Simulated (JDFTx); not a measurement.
# Geometry relaxation of CuAu (part 4 of 4)

The same run, continued: CuAu (P4/mmm, 2 atoms in the cell); Kohn-Sham DFT of a periodic cell, PBE, PseudoDojo-SR-PBE-0.5-stringent, no spin polarisation (JDFTx 1.7.0 (patched build)); cutoff 1414.99 eV, 4×4×4 k-mesh, fermi-dirac of 0.05 eV. The structure derives from an entry of the Crystallography Open Database.

Geometry of the input (Å; fractional positions):
```
2.8107  0.0000  0.0000
0.0000  2.8107  0.0000
0.0000  0.0000  3.6850
Au 0.0000  0.0000  0.0000
Cu 0.5000  0.5000  0.5000
```

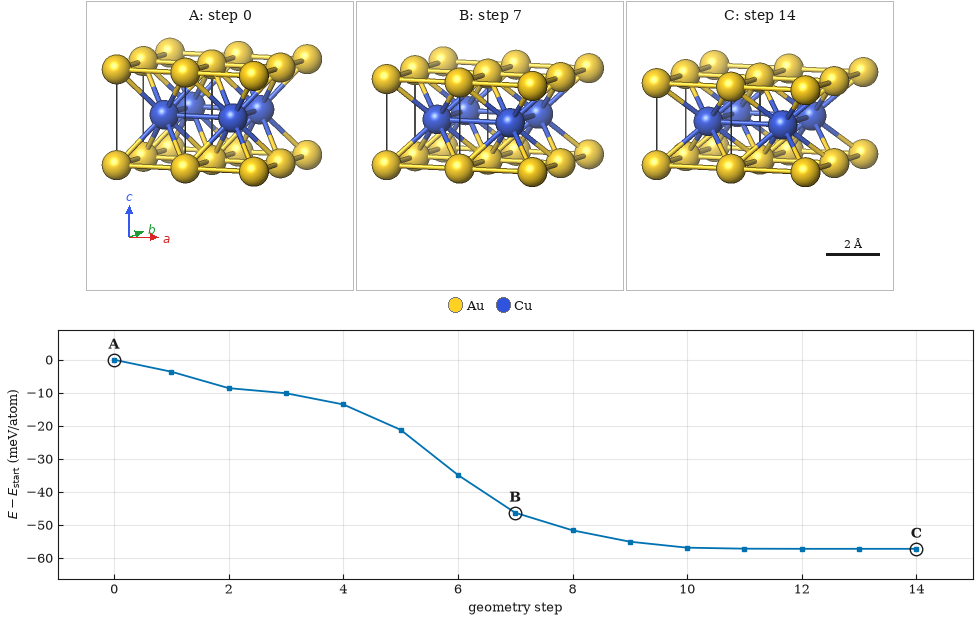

**Figure 1.** Frames of the relaxation (ball-and-stick view of the cell of the calculation, repeated 2 × 2 × 1, seen slightly off an axis) above the curves, on which the letters mark them (steps are counted from 0).

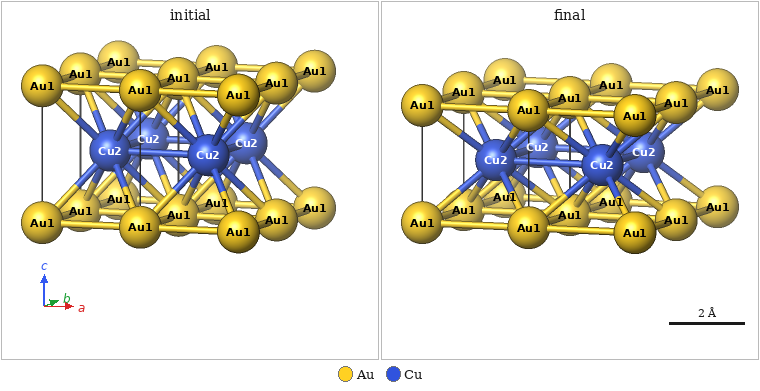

**Figure 2.** Before (left) and after (right) the relaxation, at one scale (ball-and-stick view of the cell of the calculation, repeated 2 × 2 × 1, seen slightly off an axis). No atom moves by more than 0.005 Å relative to the cell. Cell: a = b 2.811 → 3.048 Å (+8.4 %), c 3.685 → 3.156 Å (−14.4 %). Volume +0.7 %. Among the contacts that change: Au1–Au1 2.811 → 3.048 Å, Cu2–Cu2 2.811 → 3.048 Å, Au1–Cu2 2.710 → 2.671 Å. The space group stays P4/mmm (No. 123). Over 14 geometry steps the energy falls by 57.2 meV per atom. All forces vanish by symmetry, so only the cell relaxes. (Atoms are counted from 1 in the order of the input.)
